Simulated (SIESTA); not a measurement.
# Ni: 7 runs along one coordinate

System: Ni (Fm-3m, 1 atom in the cell).
Method: Kohn-Sham DFT of a periodic cell, LDA, PseudoDojo 0.4 standard, converted to PSML, spin-polarised (SIESTA 5.4.2).

The 7 runs differ only in the geometry, by an even scaling of the cell at fixed fractional positions. The structure derives from a Materials Project entry.

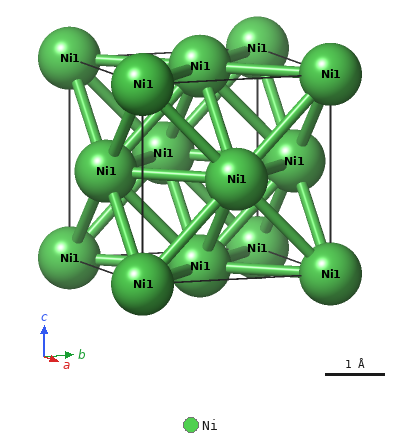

Figure 1. The structure of run 4 (ball-and-stick view of the cell 4 times as large as that of the calculation, set on its symmetry axes, seen slightly off an axis; atoms are numbered from 1 in the order of the input). An atom can appear more than once, as a periodic image.

## Input of run 4
```
SystemName                      Ni
SystemLabel                     Ni
NumberOfSpecies                 1
NumberOfAtoms                   1
%block ChemicalSpeciesLabel
  1  28 Ni
%endblock ChemicalSpeciesLabel

LatticeConstant                 1.0 Ang
%block LatticeVectors
     0.0000000000     1.7375729330     1.7375729330
     1.7375729330     0.0000000000     1.7375729330
     1.7375729330     1.7375729330     0.0000000000
%endblock LatticeVectors
AtomicCoordinatesFormat         Fractional
%block AtomicCoordinatesAndAtomicSpecies
     0.0000000000     0.0000000000     0.0000000000  1  Ni
%endblock AtomicCoordinatesAndAtomicSpecies

%block kgrid.MonkhorstPack
   13   0   0  0.0
    0  13   0  0.0
    0   0  13  0.0
%endblock kgrid.MonkhorstPack
XC.Functional                   LDA
XC.Authors                      PW92
PAO.BasisSize                   DZP
PAO.EnergyShift                 0.003 Ry
Mesh.Cutoff                     800 Ry
Spin                            polarized
%block DM.InitSpin
    1   1.000
%endblock DM.InitSpin
OccupationFunction              FD
ElectronicTemperature           0.05 eV
MaxSCFIterations                200
SCF.MustConverge                false
SCF.Mixer.Method                Pulay
SCF.Mixer.Weight                0.1
SCF.Mixer.History               10
SCF.DM.Tolerance                5.0e-05
SCF.H.Tolerance                 1.0e-03 eV
WriteForces                     true
Charge.Mulliken                 end
%block PAO.Basis
  Ni 5
  n=3 0 2
    2.442 0.000
  n=4 0 2
    7.025 0.000
  n=3 1 2
    2.721 0.000
  n=4 1 1
    7.025
  n=3 2 2
    4.458 0.000
%endblock PAO.Basis
```

Command:
```bash
siesta < Ni.fdf > Ni.out 2>&1
```

Lattice vectors (Å) and fractional positions of run 4:
```
   0.000000    1.737573    1.737573
   1.737573    0.000000    1.737573
   1.737573    1.737573    0.000000
Ni  0.000000  0.000000  0.000000
```

Run 2 differs from it as follows:
```diff
-     0.0000000000     1.7375729330     1.7375729330
-     1.7375729330     0.0000000000     1.7375729330
-     1.7375729330     1.7375729330     0.0000000000
+     0.0000000000     1.7140893390     1.7140893390
+     1.7140893390     0.0000000000     1.7140893390
+     1.7140893390     1.7140893390     0.0000000000
```

## Results, with one run withheld

```tsv
run	volume per atom (Å³)	free energy per atom, from the lowest run given (meV)	pressure (GPa)
1	9.862	0.00	4.91
2	10.072	?	?
3	10.282	2.30	−6.01
4	10.492	13.39	−10.62
5	10.702	30.04	−14.55
6	10.912	51.50	−18.14
7	11.122	77.39	−21.29
```

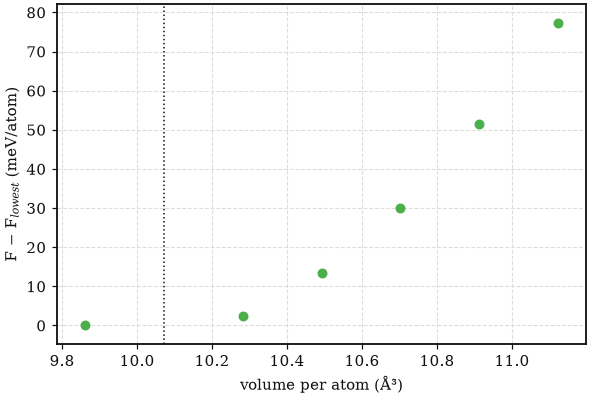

Figure 2. Free energy per atom of the runs given; the dotted line marks run 2.

Fit the runs given and predict run 2.

A cubic polynomial in V^(−2/3) (the Birch–Murnaghan form), fitted to the 6 runs given, misses them by at most 0.04 meV per atom. With x = V^(−2/3) − 0.20791 Å⁻², it reads F = 17.33 − 5592.9 x + 3.8632e+05 x² + 9.9864e+05 x³ (meV per atom). At run 2 it gives −2.43 meV per atom, and the run itself gives −2.30. The slope of the fit gives a pressure −dF/dV of −1.00 GPa there, and the run prints −1.08 GPa. The two needn't agree exactly: the fit is approximate, and the printed stress is taken on a finite basis. The fit has its minimum at 10.034 Å³ per atom, where V d²F/dV² gives 267 GPa: the bulk modulus at this level, since symmetry fixes the shape and the positions.

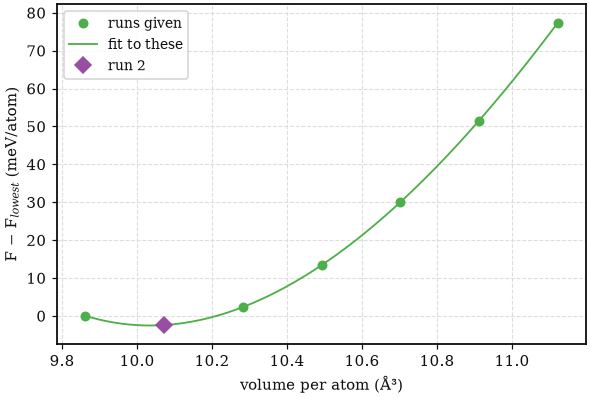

Figure 3. The fit and the withheld run.

## Some lines of the output (run 2)
```
[...]
outcell: Cell volume (Ang**3)        :     10.0723
stepf: Fermi-Dirac step function
siesta: Etot    =     -4560.819088
siesta: FreeEng =     -4560.830916
        iscf     Eharris(eV)        E_KS(eV)     FreeEng(eV)     dDmax    Ef(eV) dHmax(eV)
siesta: E_KS(eV) =            -4562.0478
siesta: E_KS - E_eggbox =     -4562.0478
siesta: Etot    =     -4562.047802
siesta: FreeEng =     -4562.060254
siesta:         Fermi =      -5.404664
siesta: Cell volume =         10.072340 Ang**3
    Orbital volume contribution        =           0.731524 eV
```

Notes: Points of doubt noted for this run: mulliken charges of long orbitals. With a small basis of atomic orbitals these values can differ much from converged plane-wave results.
